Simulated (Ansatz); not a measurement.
Ni16O (slab)

```xyz
17
Lattice="4.9189 0.0000 0.0000 -2.4594 4.2599 0.0000 0.0000 0.0000 25.0244" Properties=species:S:1:pos:R:3 pbc="T T T"
Ni    1.2297    0.7100    8.5000
Ni    0.0000    2.8399    8.5000
Ni    3.6891    0.7100    8.5000
Ni    2.4594    2.8399    8.5000
Ni    2.4595    1.4199   10.5082
Ni    1.2297    3.5499   10.5082
Ni    0.0000    1.4199   10.5082
Ni   -1.2297    3.5499   10.5082
Ni   -1.2247    2.1329   12.5170
Ni    0.0000    0.0000   12.5064
Ni    1.2246    2.1329   12.5170
Ni    0.0000    4.2541   12.5170
Ni    0.0000    2.8399   14.5649
Ni    1.2333    0.7121   14.5146
Ni    2.4594    2.8358   14.5146
Ni    3.6855    0.7121   14.5146
O     0.0000    2.8399   16.2238
```

Spin-polarised.

Computed with DFT PBE+D3(BJ), scalar-relativistic, plane waves, PAW in Ansatz 0.2.0.

Predict the valence pseudo-density, electron localisation function and spin density between the atoms.

Answer. Ni–O (1.66 Å): ρ at the midpoint is about 1.4 e/Å³; the ELF peaks at about 0.80 in the valence shell of O, 0.5 Å from its nucleus, and is about 0.35 at the midpoint.
The spin density sits on Ni: +0.7 μB (×16); O: +0.5 μB in one cell of 17 atoms: parallel main moments (a ferromagnetic arrangement) in this solution. The cell of the calculation (17 atoms) carries 11.3 μB of net spin moment.

Does the calculation make it a metal, or give it a gap?

Answer. It is gapless in this calculation (a metal or semimetal).

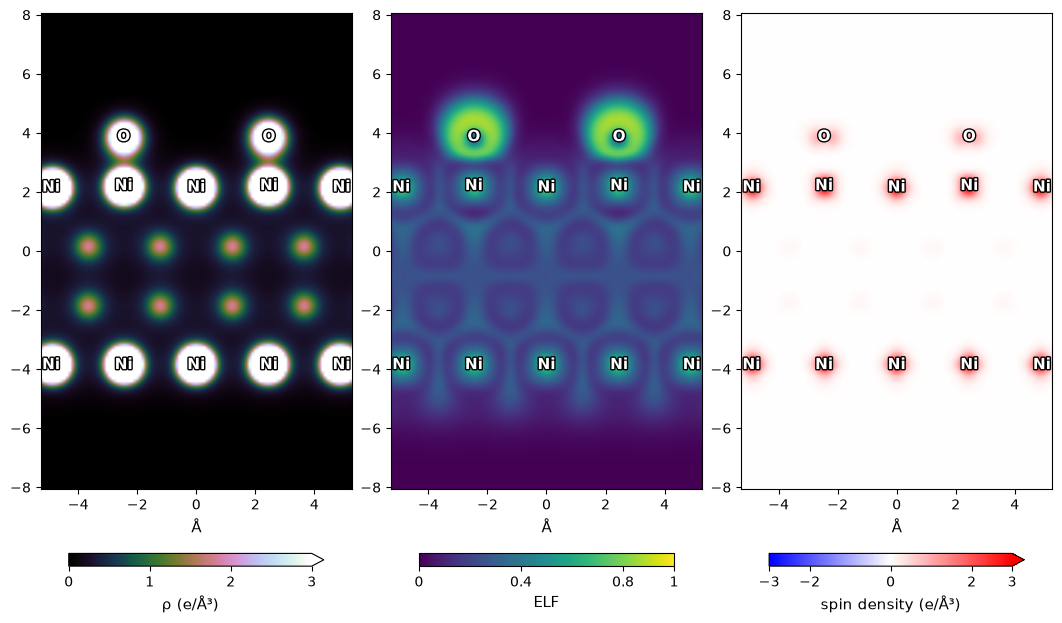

Computed valence pseudo-density, electron localisation function and spin density on the (100) plane of the calculation cell, a cut from vacuum to vacuum, in this order. Atoms just off the plane (Ni, 0.7 Å away) can leave unmarked features too.

In a PAW calculation such maps are meaningful between the atoms, not at the nuclei.
